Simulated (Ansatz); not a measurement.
Input of the run:

```
crystal:
  lattice:
    - [4.003139638, 0.0, 0.0]
    - [0.0, 4.8594646026, 0.0]
    - [0.0, 0.0, 25.0892481167]
  atoms:
    - { symbol: Al, position: [0.5, 0.3522170943, 0.3387905433] }
    - { symbol: Ni, position: [0.5, 0.8544290937, 0.3387905433] }
    - { symbol: Al, position: [0.0, 0.6477829057, 0.3848503881] }
    - { symbol: Ni, position: [0.0, 0.1455709063, 0.3848503881] }
    - { symbol: Al, position: [0.5, 0.0, 0.4309102328] }
    - { symbol: Al, position: [0.0, 0.3522170943, 0.4769700776] }
    - { symbol: Ni, position: [0.0, 0.8544290937, 0.4769700776] }
    - { symbol: Al, position: [0.5, 0.6477829057, 0.5230299224] }
    - { symbol: Ni, position: [0.5, 0.1455709063, 0.5230299224] }
    - { symbol: Al, position: [0.0, 0.0, 0.5690897672] }
    - { symbol: Al, position: [0.5, 0.3522170943, 0.6151496119] }
    - { symbol: Ni, position: [0.5, 0.8544290937, 0.6151496119] }
    - { symbol: Al, position: [0.0, 0.6477829057, 0.6612094567] }
    - { symbol: Ni, position: [0.0, 0.1455709063, 0.6612094567] }
basis:
  ecutwfc: 420
kpoints:
  mp_grid: { grid: [7, 6, 1] }
hamiltonian:
  xc: pbesol
scf:
  occupations: { method: gaussian, width: 0.1 }
output:
  forces: true
  eigenvalues: true
relax:
  adjacent_minimum: "off"
  f_tol: 0.03
  max_steps: 70
  constraints: [{ sites: [0, 1, 2, 3, 4, 5, 6] }]
efield:
  axis: 3
  dipole_correction: true
  ramp_width: 0.04
```

Run as:
```bash
ansatz run input.yaml --threads 2 --pin off --max-ram 5120MiB --backend cpu --events-out ev --progress --plain --runs-dir out
```

What does the potential across the slab give for the work function?

The work function is 4.41 eV at the right face and 4.35 eV at the left. The vacuum levels differ by 0.06 eV, so the slab carries a dipole along its normal. Some atoms were held fixed in the relaxation, which can itself make the faces differ. The outermost atoms are 7.9 Å apart, which leaves 17.2 Å of vacuum in a cell 25.1 Å high.

The run has no spin polarisation, so a magnetic state may lie lower.

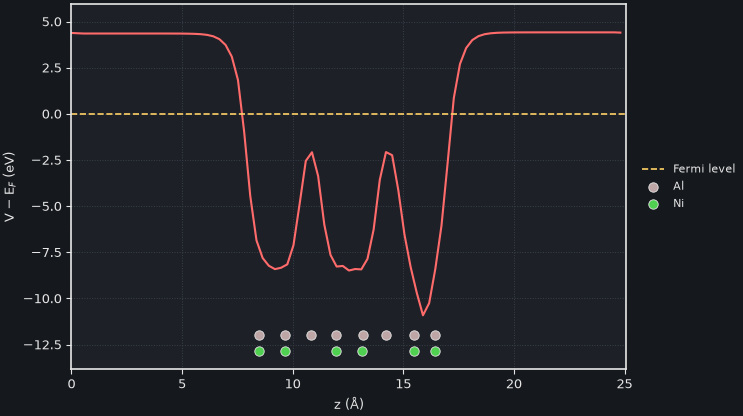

Plane-averaged electrostatic potential energy of an electron across the slab; circles at the bottom mark the heights of the atoms (positions after relaxation).
